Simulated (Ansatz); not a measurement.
# Calculations on TiAl3

Part 1: Relaxation

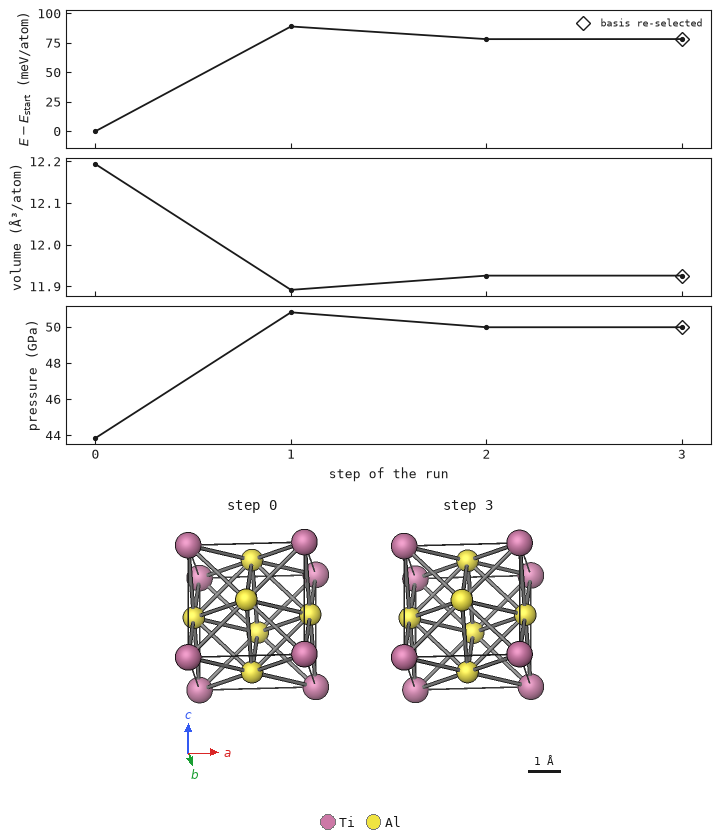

First and last geometry of a relaxation of solid TiAl3 (set up in Pm-3m), with the history of the run. A ball-and-stick model of the cell of the calculation, seen from a free direction.

Case: relaxed at 50 GPa.

These are results of DFT r2SCAN, scalar-relativistic, plane waves, PAW (Ansatz), not measurements.

Input file:
```yaml
crystal:
  lattice:
    - [3.653677269, 0.0, 0.0]
    - [0.0, 3.653677269, 0.0]
    - [0.0, 0.0, 3.653677269]
  atoms:
    - { symbol: Ti, position: [0.0, 0.0, 0.0] }
    - { symbol: Al, position: [0.5, 0.5, 0.0] }
    - { symbol: Al, position: [0.5, 0.0, 0.5] }
    - { symbol: Al, position: [0.0, 0.5, 0.5] }
basis:
  ecutwfc: 500
kpoints:
  mp_grid: { grid: [12, 12, 12] }
hamiltonian:
  xc: r2scan
scf:
  occupations: { method: gaussian, width: 0.1 }
output:
  forces: true
  stress: true
  eigenvalues: true
  write_density: true
  write_potential: true
  elf: true
  volumetric_format: npy
relax:
  adjacent_minimum: "off"
  f_tol: 0.008
  max_steps: 50
  cell: { stress_tol: 0.08, p_target: 50.0 }
```

Launched with:
```bash
ansatz run input.yaml --threads 1 --pin off --max-ram 2560MiB --backend cpu --events-out ev --progress --plain --runs-dir out
```

### What do the curves and the structures tell?

It converged. The energy rises by 78.3 meV per atom in 2 accepted moves (3 points after the start). With the target pressure of 50 GPa, the enthalpy E + pV changes by −5.2 meV per atom. All forces vanish by symmetry, so only the cell relaxes. Pressure: 43.84 GPa at the start and 49.98 GPa at the end. The SCF was repeated once at an unchanged geometry on a basis and grid sized afresh for the cell, which shifted the energy by 0.1 meV per atom at most. No atom moves by more than 0.005 Å relative to the cell. Cell: a = b = c 3.654 → 3.627 Å (−0.7 %). Volume −2.2 %. Near-neighbour distances that change, for instance: Al2–Al3 2.584 → 2.565 Å, Ti1–Al2 2.584 → 2.565 Å. The space group stays Pm-3m (No. 221). Cost: 48 s on 1 thread of Arm Neoverse V1, on a shared host, peak memory 0.46 GiB.

Part 2: Relaxation

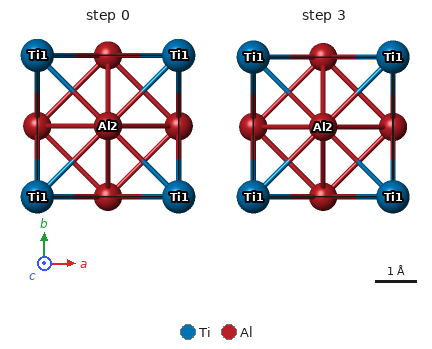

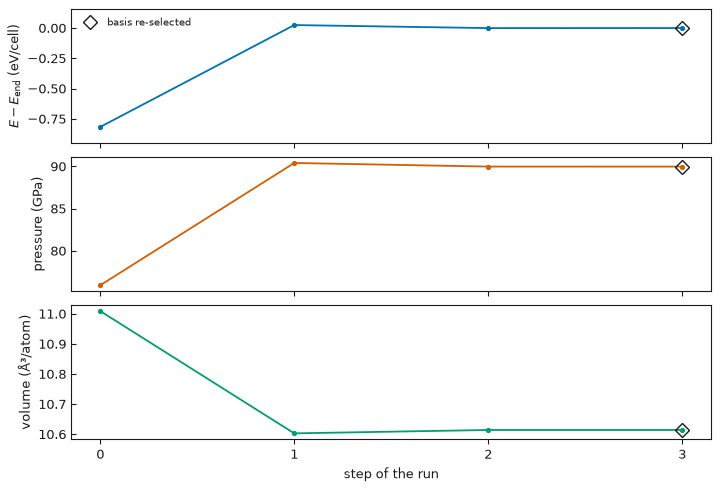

First and last geometry of a relaxation of crystalline TiAl₃ (set up in Pm-3m), with the history of the run. A ball-and-stick model of the cell of the calculation, seen along the c axis.

Case: relaxed at 90 GPa.

Theory: DFT r2SCAN, scalar-relativistic, plane waves, PAW (Ansatz).

Input file:
```yaml
crystal:
  lattice:
    - [3.5313194737, 0.0, 0.0]
    - [0.0, 3.5313194737, 0.0]
    - [0.0, 0.0, 3.5313194737]
  atoms:
    - { symbol: Ti, position: [0.0, 0.0, 0.0] }
    - { symbol: Al, position: [0.5, 0.5, 0.0] }
    - { symbol: Al, position: [0.5, 0.0, 0.5] }
    - { symbol: Al, position: [0.0, 0.5, 0.5] }
basis:
  ecutwfc: 500
kpoints:
  mp_grid: { grid: [12, 12, 12] }
hamiltonian:
  xc: r2scan
scf:
  occupations: { method: gaussian, width: 0.1 }
output:
  forces: true
  stress: true
  eigenvalues: true
relax:
  adjacent_minimum: "off"
  f_tol: 0.008
  max_steps: 50
  cell: { stress_tol: 0.08, p_target: 90.0 }
```

Command:
```bash
ansatz run input.yaml --threads 1 --pin off --max-ram 2560MiB --backend cpu --events-out ev --progress --plain --runs-dir out
```

Read the history and describe the run.

Answer. It converged. The energy rises by 0.816 eV per cell of the calculation in 2 accepted moves (3 points after the start). With the target pressure of 90 GPa, the enthalpy E + pV changes by −71.1 meV per cell of the calculation. All forces vanish by symmetry, so only the cell relaxes. Pressure: 75.92 GPa at the start and 89.99 GPa at the end. The SCF was repeated once at an unchanged geometry on a basis and grid sized afresh for the cell, which shifted the energy by 0.4 meV per cell of the calculation at most. The atoms keep their places relative to the cell (all moves are under 0.005 Å). The volume changes by −3.6 %, with a = b = c 3.531 → 3.489 Å (−1.2 %). Some distances before and after: Al2–Al3 2.497 → 2.467 Å, Ti1–Al2 2.497 → 2.467 Å. The space group stays Pm-3m (No. 221).

Part 3: Series

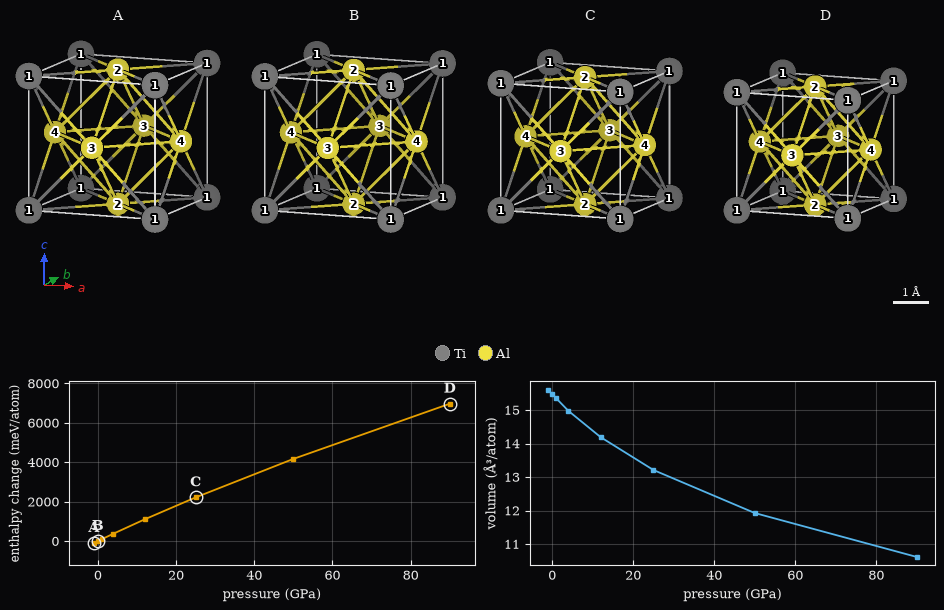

Members of a series of calculations on solid TiAl3 (set up in Pm-3m), marked on the first curve. A ball-and-stick model of the cell of the calculation, seen slightly off an axis.

Theory: DFT r2SCAN, scalar-relativistic, plane waves, PAW (Ansatz 0.2.0). (plane-wave cutoff 500 eV; occupations gaussian; smearing width 0.1 eV; no spin polarisation) The k-mesh is chosen for each cell (10×10×10, 12×12×12).

Q: How does the crystal respond to pressure?

A: The structure is relaxed at several pressures. A (pressure −1.0 GPa): enthalpy change −97.0 meV/atom, volume 15.60 Å³ per atom. B (pressure 0.0 GPa): enthalpy change 0.0 meV/atom, volume 15.47 Å³ per atom. C (pressure 25.0 GPa): enthalpy change 2218 meV/atom, volume 13.21 Å³ per atom. D (pressure 90.0 GPa): enthalpy change 6972 meV/atom, volume 10.61 Å³ per atom. The rest compares A with D. The drawn cell changes as follows: a = b = c 3.967 → 3.489 Å (−12.1 %); the volume changes by −32.0 %. Near-neighbour distances before and after: Al–Ti 2.805 → 2.467 Å, Al–Al 2.805 → 2.467 Å.
